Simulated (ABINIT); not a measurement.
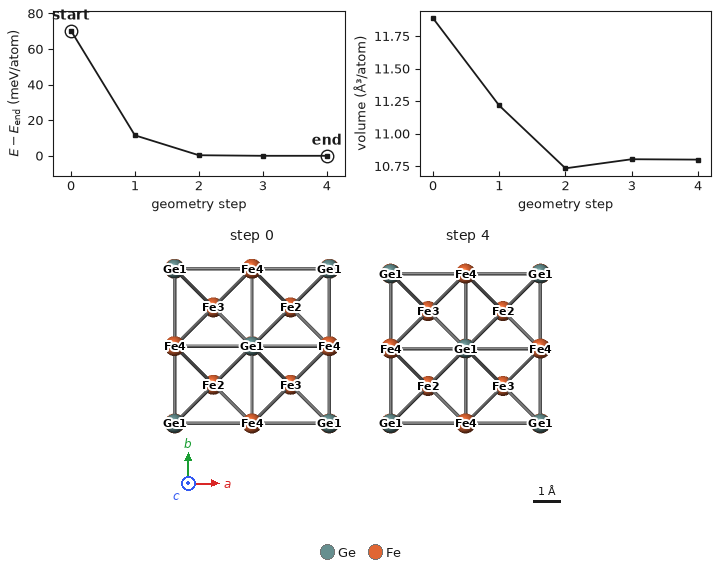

First and last geometry of a relaxation of a crystal of Fe₃Ge (set up in Fm-3m), with the history of the run. Style: ball-and-stick. Shown: the conventional cell (4 times the calculation's cell), along the c axis. Lengths and directions refer to the drawn axes.

The run lets cell and atoms move.

Computed with Kohn-Sham DFT of a periodic cell, LDA, JTH PAW LDA v2.0 (ABINIT 10.8.3).

The input:
```
# Pseudopotentials
pp_dirpath "./"
pseudos "Ge.LDA_PW-JTH.xml, Fe.LDA_PW-JTH.xml"

# Structure
acell 3*1.0 Angstrom
rprim
     0.0000000000     2.8755854299     2.8755854299
     2.8755854299     0.0000000000     2.8755854299
     2.8755854299     2.8755854299     0.0000000000
ntypat 2
znucl 32 26
natom 4
typat 1 2 2 2
chkprim 0
chksymtnons 0
tolsym 1.0e-6
xred
            0.0            0.0            0.0
            3/4            3/4            3/4
            1/4            1/4            1/4
            1/2            1/2            1/2

# Plane-wave basis
ecut 707.496042 eV
pawecutdg 48.0
pawovlp -1
ecutsm 0.5

# k points
kptopt 1
ngkpt 6 6 6
nshiftk 1
shiftk 0.0 0.0 0.0

# Exchange and correlation
ixc 7

# Bands and occupations
nband 40
occopt 3
tsmear 0.05 eV

# Spin
nsppol 2
spinat
     0.0000000000     0.0000000000     0.0000000000
     0.0000000000     0.0000000000     3.0000000000
     0.0000000000     0.0000000000     3.0000000000
     0.0000000000     0.0000000000     3.0000000000

# SCF cycle
nstep 80
tolvrs 1.0e-10

# Output
iomode 3
prteig 0
prtebands 0
prtwf 0
prtden 0

# Relaxation
ionmov 2
optcell 2
ntime 50
tolmxf 2.0e-5
dilatmx 1.08
```

Command:
```bash
abinit run.abi > log 2>&1
```

What do the curves and the structures tell?

It converged. After 4 geometry steps the energy has fallen by 70.4 meV per atom. All forces vanish by symmetry, so only the cell relaxes. The pressure goes from −18.85 to 0.00 GPa. No atom moves by more than 0.005 Å relative to the cell. Cell: a = b = c 5.751 → 5.570 Å (−3.2 %). Volume −9.2 %. Among the contacts that change: Ge1–Fe4 2.876 → 2.785 Å, Ge1–Fe2 2.490 → 2.412 Å, Fe2–Fe4 2.490 → 2.412 Å. The space group stays Fm-3m (No. 225).

```
step  E − E(0), meV/atom  pressure, GPa  volume, Å³/atom
   0                0.00         -18.85           11.889
   1              -58.84          -8.52           11.217
   2              -70.04           1.53           10.734
   3              -70.36          -0.07           10.803
   4              -70.36           0.00           10.801
```

Limits of the set-up: only the magnetic order of this start and cell was tried (total moment 4.9 μB per cell).
